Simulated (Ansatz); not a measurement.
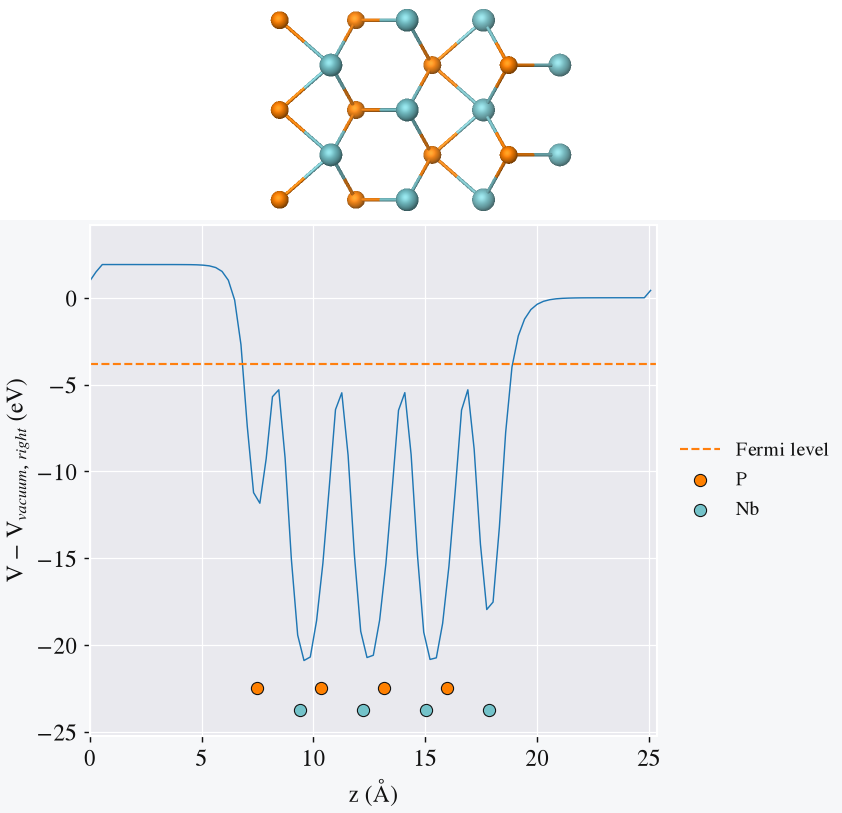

Plane-averaged electrostatic potential energy of an electron across the slab; circles at the bottom mark the heights of the atoms. The structure is drawn too.

System: a (001) slab cut from NbP (I4_1md), ended by Nb above and P below, 8 atoms in the cell.

Computed with Ansatz: DFT PBEsol, scalar-relativistic, plane waves, PAW, no spin polarisation, 10×10×3 k mesh, 420 eV cutoff, Gaussian smearing of 0.1 eV.

> Read off the work function of each face.

The work function is 3.84 eV at the right face and 5.75 eV at the left.

> How thick are slab and vacuum?

The outermost atoms are 10.4 Å apart, which leaves 15.0 Å of vacuum in a cell 25.4 Å high.

The atoms aren't at rest in this cell (largest force 1.3 eV/Å), so the relaxed material can differ.
